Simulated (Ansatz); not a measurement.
# Calculations on K

**1. Relaxation**

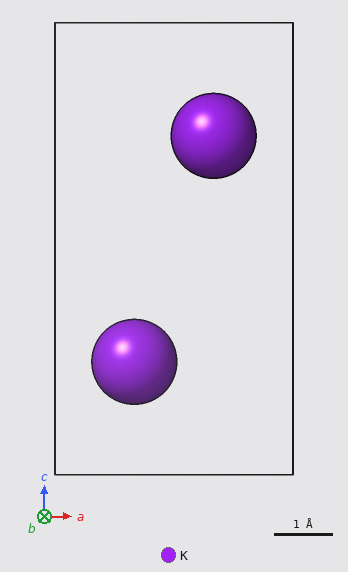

Crystalline K (set up in P6_3/mmc), before the relaxation. The picture is a ball-and-stick view of the cell of the calculation, seen along the b axis.

Computed with DFT PBEsol, scalar-relativistic, plane waves, PAW in Ansatz.

Input
```yaml
crystal:
  lattice:
    - [4.7623960204, 0.0, 0.0]
    - [-2.3811980102, 4.1243559365, 0.0]
    - [0.0, 0.0, 7.82997132]
  atoms:
    - { symbol: K, position: [0.33333333, 0.66666667, 0.25] }
    - { symbol: K, position: [0.66666667, 0.33333333, 0.75] }
basis:
  ecutwfc: 420
kpoints:
  mp_grid: { grid: [12, 12, 6] }
hamiltonian:
  xc: pbesol
scf:
  occupations: { method: gaussian, width: 0.1 }
output:
  forces: true
  stress: true
  eigenvalues: true
relax:
  adjacent_minimum: "off"
  f_tol: 0.005
  max_steps: 80
  cell: { stress_tol: 0.05 }
```

Question: Where does the relaxation end?

Answer: After 3 accepted moves (4 points after the start) the energy has fallen by 4.8 meV per atom. All forces vanish by symmetry, so only the cell relaxes. Pressure: −0.25 GPa at the start and 0.00 GPa at the end. At 1 point the geometry stayed and the basis and grid were re-selected for the new cell (energy shift of less than 0.05 meV per atom at most each time). The atoms keep their places relative to the cell (all moves are under 0.005 Å). Cell: a = b 4.762 → 4.650 Å (−2.4 %), c 7.830 → 7.604 Å (−2.9 %). Volume −7.4 %. The space group stays P6_3/mmc (No. 194). The run took roughly 80 core-seconds on a shared host.

Step by step:

| step | E − E(0), meV/atom | pressure, GPa | volume, Å³/atom | note |
| --- | --- | --- | --- | --- |
| 0 | 0.00 | -0.25 | 76.897 |  |
| 1 | -0.96 | -0.23 | 76.252 |  |
| 2 | -4.74 | 0.03 | 70.541 |  |
| 3 | -4.80 | 0.00 | 71.193 |  |
| 4 | -4.79 | 0.00 | 71.193 | same geometry, new basis |

After the run, drawn alike:

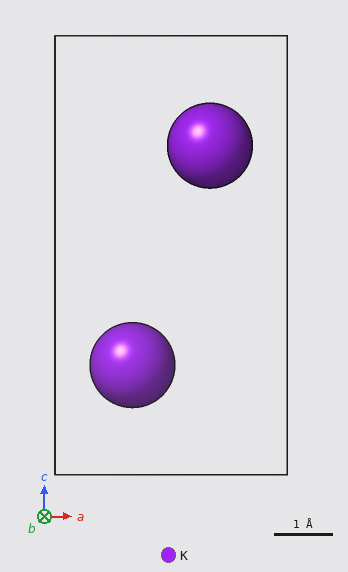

**2. A change**

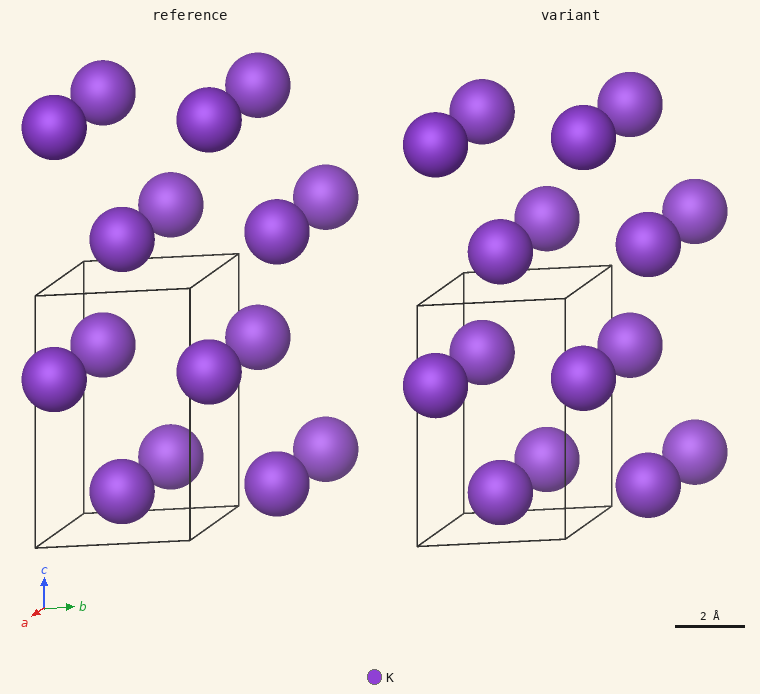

Left: a crystal of K (set up in P6_3/mmc). Right: the same structure after one change, at the same scale. Style: spheres-only. Shown: the cell of the calculation, repeated 2 × 2 × 2 with one cell outlined, slightly off an axis.

These are results of DFT PBEsol, scalar-relativistic, plane waves, PAW in Ansatz, not measurements. Settings: plane-wave cutoff 420 eV; k-point mesh 12 × 12 × 6; occupations gaussian; smearing width 0.1 eV; no spin polarisation.

**Which change leads from the left to the right?**

Equal strain along all axes, −4.5 %, is applied. Symmetry leaves the atoms no freedom, so this is a single point.

**What does the change do?**

It costs 16.7 meV per atom. The pressure goes from 0.0 to 0.7 GPa. All forces vanish by symmetry. Among the bonded contacts that change: K–K 4.652 → 4.441 to 4.445 Å. The space group stays P6_3/mmc (No. 194).

**3. Series**

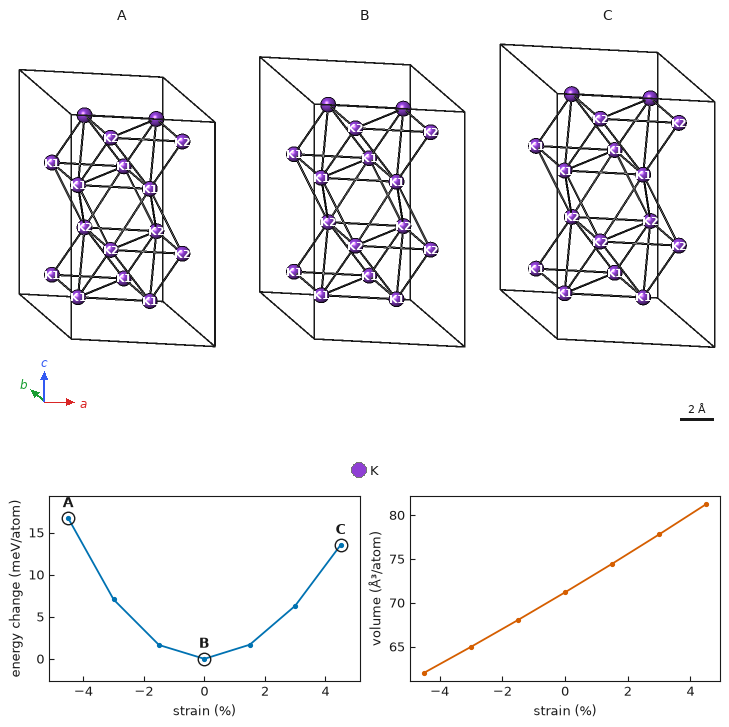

Members of a series of calculations on a crystal of K (set up in P6_3/mmc), marked on the first curve. The picture is a ball-and-stick view of the cell of the calculation, repeated to show the pattern, seen slightly off an axis.

Computed with DFT PBEsol, scalar-relativistic, plane waves, PAW in Ansatz 0.2.0. Set-up: plane-wave cutoff 420 eV; k-point mesh 12 × 12 × 6; occupations gaussian; smearing width 0.1 eV; no spin polarisation.

Describe the series.

Equal strain along all axes, cell held, atoms relaxed. A (strain −4.5 %): energy change 16.7 meV/atom, volume 62.01 Å³ per atom. B (strain 0.0 %): energy change 0.0 meV/atom, volume 71.19 Å³ per atom. C (strain 4.5 %): energy change 13.5 meV/atom, volume 81.24 Å³ per atom. The rest compares A with C. The drawn cell changes as follows: a = b 8.881 → 9.718 Å (+9.4 %), c 14.524 → 15.893 Å (+9.4 %); the volume changes by +31.0 %. Some distances before and after: K–K 4.443 → 4.859 to 4.864 Å.
